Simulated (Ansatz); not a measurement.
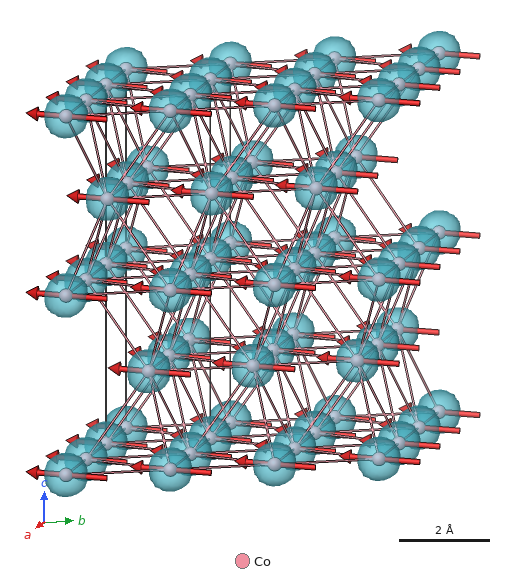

The picture shows: Co. Isosurface of the size of the magnetisation density at 0.8 e/Å³ (cyan), with the spin moments of the magnetic sites as arrows; seen slightly off an axis.

Space group P6₃/mmc; a structure from a database of computed crystals, not necessarily the ambient phase; computed pressure about 3 GPa in this cell; the program warned that a starting moment wasn't kept.

The calculation used Kohn-Sham DFT of a periodic cell, PBE, Ansatz PAW in Ansatz 0.2.0.

Core electrons are frozen (PAW), and the valence fields are smoothed inside the atomic spheres.

```
CELL_PARAMETERS angstrom
2.47056 0.00000 0.00000
-1.23528 2.13957 0.00000
0.00000 0.00000 8.08823
ATOMIC_POSITIONS crystal
Co 0.66667 0.33333 0.75000
Co 0.00000 0.00000 0.50000
Co 0.33333 0.66667 0.25000
Co 0.00000 0.00000 0.00000
```

Q: How are the spin moments arranged, and how large are they?

A: Spin moments: Co 1.6 μB. All point the same way (ferromagnetic), along [−1 −2 0] of the cell.
